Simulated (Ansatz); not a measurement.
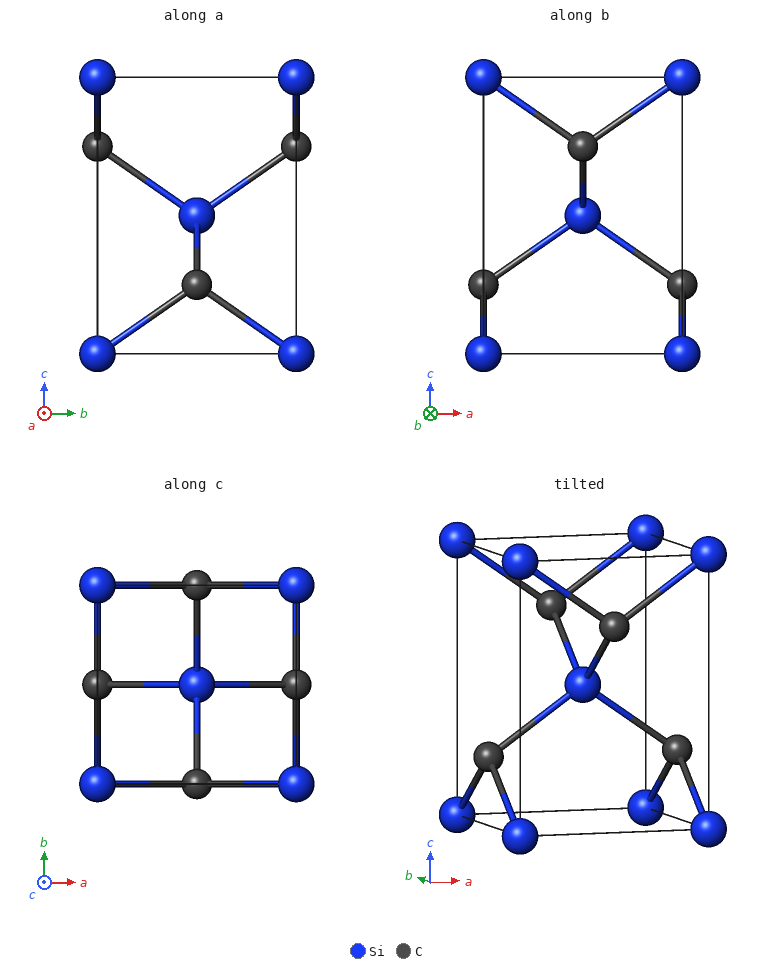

Shown here is a ball-and-stick view of the crystal, taken along the a axis, along the b axis, along the c axis and slightly off an axis. The lines enclose the conventional unit cell; boundary atoms appear with their images.

Lattice parameters: a = 3.1110 Å, b = 3.1110 Å, c = 4.3279 Å, α = 90.000°, β = 90.000°, γ = 90.000°.

**Record the structure as a CIF with its space group and independent sites.**

```cif
data_structure
_symmetry_space_group_name_H-M 'I -4 m 2'
_symmetry_Int_Tables_number 119
_cell_length_a 3.1110
_cell_length_b 3.1110
_cell_length_c 4.3279
_cell_angle_alpha 90.000
_cell_angle_beta 90.000
_cell_angle_gamma 90.000
_cell_volume 41.89
loop_
_atom_site_label
_atom_site_type_symbol
_atom_site_symmetry_multiplicity
_atom_site_Wyckoff_symbol
_atom_site_fract_x
_atom_site_fract_y
_atom_site_fract_z
_atom_site_occupancy
Si1 Si 2 a 0.0000 0.0000 0.0000 1
C1 C 2 c 0.5000 0.0000 0.7500 1
```

It goes back to a structure type filled with these elements by a generator (whether the compound takes this form wasn't checked). The cell was then strained or its atoms displaced on purpose. Ansatz was used for an electronic-structure calculation on it.
